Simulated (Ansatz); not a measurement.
Consider Al15As16 (cell charge +1, with a compensating background) (cell with a defect).

The calculation's input:

```
crystal:
  lattice:
    - [5.727912321, 5.727912321, 5.727912321]
    - [-5.727912321, 5.727912321, -5.727912321]
    - [-5.727912321, -5.727912321, 5.727912321]
  atoms:
    - { symbol: Al, position: [0.5, 0.5025298245, 0.0005577398] }
    - { symbol: Al, position: [0.7505577398, 0.5025298245, 0.75] }
    - { symbol: Al, position: [0.5, 0.25, 0.25] }
    - { symbol: Al, position: [0.7474701755, 0.2480279153, -0.0025298245] }
    - { symbol: Al, position: [0.0, 0.25, 0.75] }
    - { symbol: Al, position: [0.5, 0.0005577398, 0.5025298245] }
    - { symbol: Al, position: [0.7474701755, -0.0025298245, 0.2480279153] }
    - { symbol: Al, position: [-0.0019720847, -0.0025298245, -0.0025298245] }
    - { symbol: Al, position: [0.2525298245, 0.0005577398, 0.75] }
    - { symbol: Al, position: [0.7505577398, 0.75, 0.5025298245] }
    - { symbol: Al, position: [0.0, 0.75, 0.25] }
    - { symbol: Al, position: [0.2525298245, 0.75, 0.0005577398] }
    - { symbol: Al, position: [0.0019720847, 0.4994422602, 0.4994422602] }
    - { symbol: Al, position: [0.2494422602, 0.4994422602, 0.2519720847] }
    - { symbol: Al, position: [0.2494422602, 0.2519720847, 0.4994422602] }
    - { symbol: As, position: [0.7484138303, -0.0015861697, -0.0015861697], spin: 0.5 }
    - { symbol: As, position: [0.7493166121, 0.75, 0.2502509891] }
    - { symbol: As, position: [0.0002509891, 0.75, -0.0006833879] }
    - { symbol: As, position: [0.750934377, 0.5006833879, 0.5006833879] }
    - { symbol: As, position: [-0.0002509891, 0.499065623, 0.2497490109] }
    - { symbol: As, position: [0.2506833879, 0.5006833879, 0.000934377] }
    - { symbol: As, position: [0.7493166121, 0.2502509891, 0.75] }
    - { symbol: As, position: [-0.0002509891, 0.2497490109, 0.499065623] }
    - { symbol: As, position: [0.249065623, 0.2497490109, 0.2497490109] }
    - { symbol: As, position: [0.5, 0.2502509891, -0.0006833879] }
    - { symbol: As, position: [0.0002509891, -0.0006833879, 0.75] }
    - { symbol: As, position: [0.2506833879, 0.000934377, 0.5006833879] }
    - { symbol: As, position: [0.5, -0.0006833879, 0.2502509891] }
    - { symbol: As, position: [0.2515861697, 0.75, 0.75], spin: 0.5 }
    - { symbol: As, position: [0.5, 0.75, 0.5015861697], spin: 0.5 }
    - { symbol: As, position: [0.5, 0.5015861697, 0.75], spin: 0.5 }
  host:
    lattice:
      - [0.0, 2.8639561605, 2.8639561605]
      - [2.8639561605, 0.0, 2.8639561605]
      - [2.8639561605, 2.8639561605, 0.0]
    atoms:
      - { symbol: Al, position: [0.0, 0.0, 0.0] }
      - { symbol: As, position: [0.75, 0.75, 0.75] }
total_charge: 1
basis:
  ecutwfc: 420
  xc_grid: 2
kpoints:
  mp_grid: { grid: [2, 2, 2], shift: [0.5, 0.5, 0.5] }
hamiltonian:
  xc: pbe
scf:
  occupations: { method: gaussian, width: 0.01 }
output:
  forces: true
  stress: false
  eigenvalues: true
  populations: true
  charged_corrections:
    defect_position: [0.5, 0.75, 0.75]
    epsilon: [[11.5641, 0.0, 0.0], [0.0, 11.5641, 0.0], [0.0, 0.0, 11.5641]]
  write_density: true
  write_potential: true
  elf: true
  volumetric_format: npy
magnetization:
  spin_polarized: true
relax:
  adjacent_minimum: "off"
  f_tol: 0.025
  max_steps: 45
```

Launched as:

```sh
ansatz run input.yaml --threads 4 --pin off --max-ram 10240MiB --backend cpu --events-out ev --progress --plain --runs-dir out
```

Spin-polarised.

Computed with DFT PBE, scalar-relativistic, plane waves, PAW (Ansatz).

What will maps of the valence pseudo-density and electron localisation function show?

Answer. Al–As (2.47 Å): the density is about 0.47 e/Å³ at the midpoint; the ELF peaks at about 0.95 between the atoms.

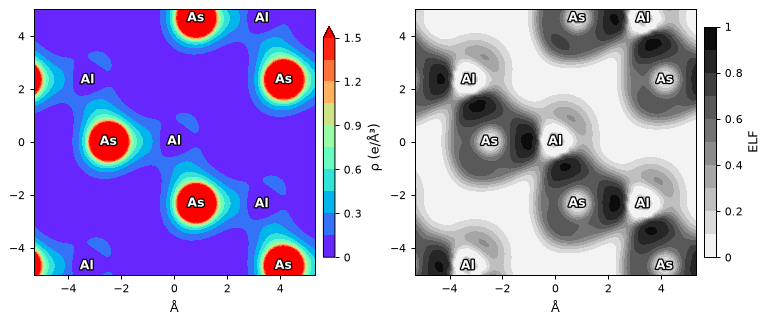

Computed valence pseudo-density and electron localisation function on the (100) plane of the calculation cell, in this order. 

The density is the valence pseudo-density of a PAW calculation; it isn't the true density close to the nuclei.
